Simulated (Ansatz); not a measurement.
**AlCu₄: a changed input and its effect**

System: AlCu₄ (P2₁3, 20 atoms in the cell).
Method of run A: DFT r2SCAN, scalar-relativistic, plane waves, PAW, no spin polarisation (Ansatz 0.2.0).

The structure derives from a Materials Project entry. Text and figures count atoms from 1; the logs count them from 0 in places.

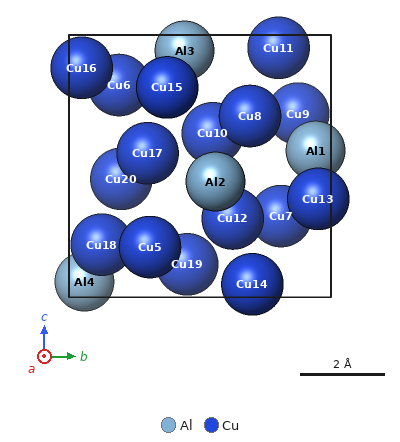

The structure as given in the input (spheres-only view of the cell of the calculation, along the a axis; atoms are numbered from 1 in the order of the input). An atom can appear more than once, as a periodic image.

## Input, run A
```yaml
crystal:
  lattice:
    - [6.24356527, 0.0, 0.0]
    - [0.0, 6.24356527, 0.0]
    - [0.0, 0.0, 6.24356527]
  atoms:
    - { symbol: Al, position: [0.44089041, 0.94089041, 0.55910959] }
    - { symbol: Al, position: [0.94089041, 0.55910959, 0.44089041] }
    - { symbol: Al, position: [0.55910959, 0.44089041, 0.94089041] }
    - { symbol: Al, position: [0.05910959, 0.05910959, 0.05910959] }
    - { symbol: Cu, position: [0.80907878, 0.30907878, 0.19092122] }
    - { symbol: Cu, position: [0.30907878, 0.19092122, 0.80907878] }
    - { symbol: Cu, position: [0.19092122, 0.80907878, 0.30907878] }
    - { symbol: Cu, position: [0.69092122, 0.69092122, 0.69092122] }
    - { symbol: Cu, position: [0.04875566, 0.87489095, 0.69996473] }
    - { symbol: Cu, position: [0.30003527, 0.54875566, 0.62510905] }
    - { symbol: Cu, position: [0.37489095, 0.80003527, 0.95124434] }
    - { symbol: Cu, position: [0.54875566, 0.62510905, 0.30003527] }
    - { symbol: Cu, position: [0.80003527, 0.95124434, 0.37489095] }
    - { symbol: Cu, position: [0.87489095, 0.69996473, 0.04875566] }
    - { symbol: Cu, position: [0.95124434, 0.37489095, 0.80003527] }
    - { symbol: Cu, position: [0.69996473, 0.04875566, 0.87489095] }
    - { symbol: Cu, position: [0.62510905, 0.30003527, 0.54875566] }
    - { symbol: Cu, position: [0.45124434, 0.12510905, 0.19996473] }
    - { symbol: Cu, position: [0.19996473, 0.45124434, 0.12510905] }
    - { symbol: Cu, position: [0.12510905, 0.19996473, 0.45124434] }
basis:
  ecutwfc: 500
kpoints:
  mp_grid: { grid: [4, 4, 4] }
hamiltonian:
  xc: r2scan
scf:
  occupations: { method: gaussian, width: 0.1 }
output:
  forces: true
  stress: true
  eigenvalues: true
```

Command:
```bash
ansatz run input.yaml --threads 4 --pin off --max-ram 10240MiB --backend cpu --events-out ev --progress --plain --runs-dir out
```

Hardware: 4 threads of Oxide Virtual Turin-like (Zen 5), 32 GiB of memory available, shared host.

## Output, shortened to warnings, some set-up lines, iterations and results (run A)
```
Basis set: ecut = 500 eV, 6187 PW (Γ), exchange–correlation on 192×192×192 points (64 copies of the dense FFT grid, shifted against one another)
Symmetry: 12 space group operations
k-points: 11 of 64 (time reversal used)
Initial density: superposition of atomic densities (neutral atoms: chi_scale 0, normalization atom), corrected by the library's trained network
[...]
SCF iter   1: F=—  HF=-108264.299445 eV  |F-HF|=—  |Δ(HF+E_count)|=         —  Δρ=3.91e-2  dr2=2.20e0  dr2_τ=4.28e-2  ethr=1.77e-3  ⟨swp⟩=5.0  Hψ=7493  notcnv=0  defer=53
SCF iter   2: F=—  HF=-108264.186967 eV  |F-HF|=—  |Δ(HF+E_count)|=   1.12e-1  Δρ=1.71e-2  dr2=3.22e-1  dr2_τ=2.02e-2  ethr=6.97e-4  ⟨swp⟩=2.0  Hψ=3439  notcnv=0  defer=277
SCF iter   3: F=—  HF=-108264.000321 eV  |F-HF|=—  |Δ(HF+E_count)|=   1.87e-1  Δρ=8.11e-3  dr2=1.27e-1  dr2_τ=6.89e-4  ethr=1.02e-4  ⟨swp⟩=2.1  Hψ=3286  notcnv=0  defer=200
SCF iter   4: F=—  HF=-108263.973343 eV  |F-HF|=—  |Δ(HF+E_count)|=   2.70e-2  Δρ=2.65e-3  dr2=1.64e-2  dr2_τ=1.66e-4  ethr=4.01e-5  ⟨swp⟩=2.0  Hψ=3311  notcnv=0  defer=200
SCF iter   5: F=—  HF=-108263.972572 eV  |F-HF|=—  |Δ(HF+E_count)|=   7.70e-4  Δρ=1.82e-3  dr2=5.28e-3  dr2_τ=5.09e-5  ethr=5.18e-6  ⟨swp⟩=2.0  Hψ=2797  notcnv=0  defer=200
SCF iter   6: F=—  HF=-108263.974346 eV  |F-HF|=—  |Δ(HF+E_count)|=   1.77e-3  Δρ=8.32e-4  dr2=1.61e-3  dr2_τ=2.22e-5  ethr=1.67e-6  ⟨swp⟩=2.4  Hψ=2563  notcnv=0  defer=200
SCF iter   7: F=—  HF=-108263.975150 eV  |F-HF|=—  |Δ(HF+E_count)|=   8.04e-4  Δρ=3.04e-4  dr2=2.55e-4  dr2_τ=1.63e-6  ethr=5.09e-7  ⟨swp⟩=2.0  Hψ=2835  notcnv=0  defer=200
SCF iter   8: F=—  HF=-108263.975256 eV  |F-HF|=—  |Δ(HF+E_count)|=   1.06e-4  Δρ=4.63e-5  dr2=7.74e-6  dr2_τ=4.59e-8  ethr=8.08e-8  ⟨swp⟩=2.0  Hψ=2843  notcnv=0  defer=200
SCF iter   9: F=—  HF=-108263.975154 eV  |F-HF|=—  |Δ(HF+E_count)|=   1.03e-4  Δρ=3.27e-5  dr2=1.81e-6  dr2_τ=8.28e-9  ethr=2.45e-9  ⟨swp⟩=2.0  Hψ=2847  notcnv=0  defer=200
SCF iter  10: F=-108263.975154 eV  HF=-108263.975154 eV  |F-HF|=1.10e-8  |Δ(HF+E_count)|=   1.96e-7  Δρ=5.54e-6  dr2=5.98e-8  dr2_τ=2.03e-10  ethr=3.16e-11  ⟨swp⟩=6.9  …
SCF 1 converged in 10 iterations: F = -108263.975154 eV  dr2 = 5.98e-8
SCF converged after 10 iterations
Free energy (F): -108263.975154 eV
Harris-Foulkes:  -108263.975154 eV  (|F-HF|=1.10e-8)
Internal energy: -108263.964499 eV  (E = F + TS)
E sigma→0 (E₀):  -108263.969826 eV
Entropy (-TS):   -0.010655 eV (-0.533 meV/atom)
Fermi energy:    15.090406 eV
--- Per-component energies (eV) ---
  E_band       = -6603.814473
  E_kinetic    = 4897.815635
  E_local      = -72499.472117  (includes V_loc(G=0)·N_el)
  E_nonlocal   = 6353.226203
  E_hartree    = 32241.483694
  E_xc         = -1494.612511
  E_vxc        = -2131.900640  (∫ρ·V_xc dr)
  E_paw        = -28734.916128  (= ΣΔE_a)
  E_vpaw       = -7857.319698  (= ΣTr[D̂ρ^β])
  E_aug_tail   = 0.002277  (compensation charges beyond the density's cutoff)
  E_vtau       = 150.855001  (kinetic-family band-sum trace: ∫τ·v_τ [+ j·A + Jᵃ·Aᵃ] dr)
  E_ewald      = -49022.433392
  E_core_change = -5.058160  (= ΣΔE_core)
  E_smearing   = -0.010655  (= −TS)
  E_closure    = 0.000000  (closes the sum)
  Σ components = -108263.975154   (vs F -108263.975154, Δ=0.00e0)
--- Forces (eV/Å), atoms counted from 1 ---
  atom   1  Al    -0.01903440    -0.01903440     0.01903440
  atom   2  Al    -0.01903440     0.01903440    -0.01903440
  atom   3  Al     0.01903440    -0.01903440    -0.01903440
  atom   4  Al     0.01903440     0.01903440     0.01903440
  atom   5  Cu    -0.03418458    -0.03418458     0.03418458
  atom   6  Cu    -0.03418458     0.03418458    -0.03418458
  atom   7  Cu     0.03418458    -0.03418458    -0.03418458
  atom   8  Cu     0.03418458     0.03418458     0.03418458
  atom   9  Cu    -0.04527096    -0.00303572     0.01438505
  atom  10  Cu    -0.01438505    -0.04527096     0.00303572
  atom  11  Cu    -0.00303572    -0.01438505     0.04527096
  atom  12  Cu    -0.04527096     0.00303572    -0.01438505
  atom  13  Cu    -0.01438505     0.04527096    -0.00303572
  atom  14  Cu    -0.00303572     0.01438505    -0.04527096
  atom  15  Cu     0.04527096    -0.00303572    -0.01438505
  atom  16  Cu     0.01438505    -0.04527096    -0.00303572
  atom  17  Cu     0.00303572    -0.01438505    -0.04527096
  atom  18  Cu     0.04527096     0.00303572     0.01438505
  atom  19  Cu     0.01438505     0.04527096     0.00303572
  atom  20  Cu     0.00303572     0.01438505     0.04527096
  max |Σ_I F_I| component: 5.55e-17 eV/Å
--- Stress (GPa, compression-positive) ---
        0.324174       0.000000       0.000000
        0.000000       0.324174       0.000000
        0.000000       0.000000       0.324174
  P = ⅓ Tr σ = 0.3242 GPa (3.242 kbar)
```

For run B the input was changed thus:
```diff
-  mp_grid: { grid: [4, 4, 4] }
+  mp_grid: { grid: [6, 6, 6] }
+  populations: true
```

What does this change do to the results?

The free energy of run B is 0.26 meV per atom higher, which measures how much it depends on this numerical setting. The SCF takes 11 iterations against 10. The irreducible k-points go from 11 to 24. On the same kind of shared host run B took about 3.2 times as long.

## Output, shortened to warnings, some set-up lines, iterations and results (run B)
```
Basis set: ecut = 500 eV, 6187 PW (Γ), exchange–correlation on 192×192×192 points (64 copies of the dense FFT grid, shifted against one another)
Symmetry: 12 space group operations
k-points: 24 of 216 (time reversal used)
Initial density: superposition of atomic densities (neutral atoms: chi_scale 0, normalization atom), corrected by the library's trained network
[...]
SCF iter   1: F=—  HF=-108264.285559 eV  |F-HF|=—  |Δ(HF+E_count)|=         —  Δρ=3.86e-2  dr2=2.16e0  dr2_τ=4.24e-2  ethr=1.77e-3  ⟨swp⟩=5.0  Hψ=16283  notcnv=0  defer=154
SCF iter   2: F=—  HF=-108264.155960 eV  |F-HF|=—  |Δ(HF+E_count)|=   1.30e-1  Δρ=1.45e-2  dr2=2.14e-1  dr2_τ=1.99e-2  ethr=6.83e-4  ⟨swp⟩=2.0  Hψ=7499  notcnv=0  defer=604
SCF iter   3: F=—  HF=-108263.998964 eV  |F-HF|=—  |Δ(HF+E_count)|=   1.57e-1  Δρ=8.43e-3  dr2=1.41e-1  dr2_τ=7.17e-4  ethr=6.77e-5  ⟨swp⟩=2.0  Hψ=7819  notcnv=0  defer=604
SCF iter   4: F=—  HF=-108263.967074 eV  |F-HF|=—  |Δ(HF+E_count)|=   3.19e-2  Δρ=2.35e-3  dr2=1.43e-2  dr2_τ=1.86e-4  ethr=4.48e-5  ⟨swp⟩=1.0  Hψ=5261  notcnv=0  defer=604
SCF iter   5: F=—  HF=-108263.968648 eV  |F-HF|=—  |Δ(HF+E_count)|=   1.57e-3  Δρ=2.54e-3  dr2=9.25e-3  dr2_τ=7.36e-5  ethr=4.53e-6  ⟨swp⟩=2.0  Hψ=7417  notcnv=0  defer=604
SCF iter   6: F=—  HF=-108263.969588 eV  |F-HF|=—  |Δ(HF+E_count)|=   9.40e-4  Δρ=5.47e-4  dr2=1.21e-3  dr2_τ=1.01e-5  ethr=2.93e-6  ⟨swp⟩=2.0  Hψ=7739  notcnv=0  defer=604
SCF iter   7: F=—  HF=-108263.969882 eV  |F-HF|=—  |Δ(HF+E_count)|=   2.94e-4  Δρ=3.47e-4  dr2=2.53e-4  dr2_τ=2.17e-6  ethr=3.84e-7  ⟨swp⟩=2.0  Hψ=6204  notcnv=0  defer=604
SCF iter   8: F=—  HF=-108263.970010 eV  |F-HF|=—  |Δ(HF+E_count)|=   1.28e-4  Δρ=7.58e-5  dr2=2.87e-5  dr2_τ=1.79e-7  ethr=8.02e-8  ⟨swp⟩=2.0  Hψ=6210  notcnv=0  defer=604
SCF iter   9: F=—  HF=-108263.969905 eV  |F-HF|=—  |Δ(HF+E_count)|=   1.04e-4  Δρ=4.39e-5  dr2=6.09e-6  dr2_τ=3.38e-8  ethr=9.09e-9  ⟨swp⟩=2.0  Hψ=6206  notcnv=0  defer=604
SCF iter  10: F=—  HF=-108263.969905 eV  |F-HF|=—  |Δ(HF+E_count)|=   1.96e-7  Δρ=8.58e-6  dr2=1.18e-7  dr2_τ=2.00e-9  ethr=1.93e-9  ⟨swp⟩=2.0  Hψ=6207  notcnv=0  defer=604
SCF iter  11: F=-108263.969905 eV  HF=-108263.969905 eV  |F-HF|=1.09e-7  |Δ(HF+E_count)|=   1.86e-8  Δρ=7.51e-6  dr2=9.58e-8  dr2_τ=4.20e-10  ethr=3.16e-11  ⟨swp⟩=8.3  …
SCF 1 converged in 11 iterations: F = -108263.969905 eV  dr2 = 9.58e-8
SCF converged after 11 iterations
Free energy (F): -108263.969905 eV
Harris-Foulkes:  -108263.969905 eV  (|F-HF|=1.09e-7)
Internal energy: -108263.945962 eV  (E = F + TS)
E sigma→0 (E₀):  -108263.957934 eV
Entropy (-TS):   -0.023943 eV (-1.197 meV/atom)
Fermi energy:    14.978098 eV
--- Per-component energies (eV) ---
  E_band       = -6605.139890
  E_kinetic    = 4897.486197
  E_local      = -72496.530481  (includes V_loc(G=0)·N_el)
  E_nonlocal   = 6351.786601
  E_hartree    = 32239.148694
  E_xc         = -1494.686611
  E_vxc        = -2132.082358  (∫ρ·V_xc dr)
  E_paw        = -28733.661088  (= ΣΔE_a)
  E_vpaw       = -7855.003827  (= ΣTr[D̂ρ^β])
  E_aug_tail   = 0.002277  (compensation charges beyond the density's cutoff)
  E_vtau       = 150.907798  (kinetic-family band-sum trace: ∫τ·v_τ [+ j·A + Jᵃ·Aᵃ] dr)
  E_ewald      = -49022.433392
  E_core_change = -5.058160  (= ΣΔE_core)
  E_smearing   = -0.023943  (= −TS)
  E_closure    = -0.000000  (closes the sum)
  Σ components = -108263.969905   (vs F -108263.969905, Δ=0.00e0)
--- Forces (eV/Å), atoms counted from 1 ---
  atom   1  Al    -0.01699009    -0.01699009     0.01699009
  atom   2  Al    -0.01699009     0.01699009    -0.01699009
  atom   3  Al     0.01699009    -0.01699009    -0.01699009
  atom   4  Al     0.01699009     0.01699009     0.01699009
  atom   5  Cu    -0.04248033    -0.04248033     0.04248033
  atom   6  Cu    -0.04248033     0.04248033    -0.04248033
  atom   7  Cu     0.04248033    -0.04248033    -0.04248033
  atom   8  Cu     0.04248033     0.04248033     0.04248033
  atom   9  Cu    -0.05288575     0.00260874     0.02459562
  atom  10  Cu    -0.02459562    -0.05288575    -0.00260874
  atom  11  Cu     0.00260874    -0.02459562     0.05288575
  atom  12  Cu    -0.05288575    -0.00260874    -0.02459562
  atom  13  Cu    -0.02459562     0.05288575     0.00260874
  atom  14  Cu     0.00260874     0.02459562    -0.05288575
  atom  15  Cu     0.05288575     0.00260874    -0.02459562
  atom  16  Cu     0.02459562    -0.05288575     0.00260874
  atom  17  Cu    -0.00260874    -0.02459562    -0.05288575
  atom  18  Cu     0.05288575    -0.00260874     0.02459562
  atom  19  Cu     0.02459562     0.05288575    -0.00260874
  atom  20  Cu    -0.00260874     0.02459562     0.05288575
  max |Σ_I F_I| component: 6.94e-17 eV/Å
--- Stress (GPa, compression-positive) ---
        0.221480       0.000000      -0.000000
        0.000000       0.221480       0.000000
       -0.000000       0.000000       0.221480
  P = ⅓ Tr σ = 0.2215 GPa (2.215 kbar)
--- Löwdin populations: 20 sites ---
  site symbol       q [e]
     0     Al      4.1573
     1     Al      4.1573
     2     Al      4.1573
     3     Al      4.1573
     4     Cu     18.5333
[...]
```

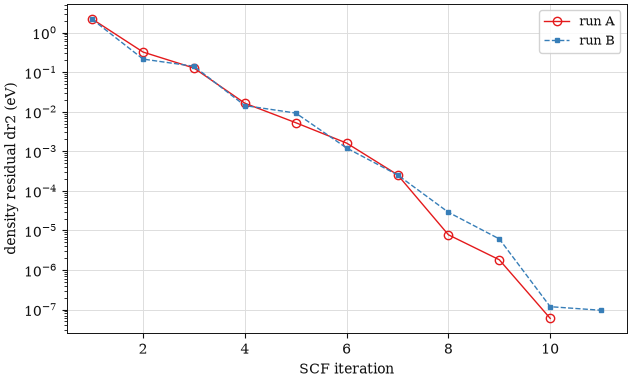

Convergence of the two runs: density residual dr2 against the SCF iteration. Run A takes 10 iterations in all, and run B takes 11.

## The two runs side by side

| quantity | run A | run B |
| --- | --- | --- |
| outcome | converged | converged |
| free energy per atom (eV) | −5413.1988 | −5413.1985 |
| energy per atom, smearing taken to zero (eV) | −5413.1985 | −5413.1979 |
| gap on the mesh (eV) | 0.00 | 0.00 |
| pressure (GPa) | 0.32 | 0.22 |
| largest force (eV/Å) | 0.059 | 0.074 |
| SCF iterations | 10 | 11 |
| irreducible k-points | 11 | 24 |
| plane waves at Γ | 6187 | 6187 |
| wall time (shared host) | 17 s | 54 s |
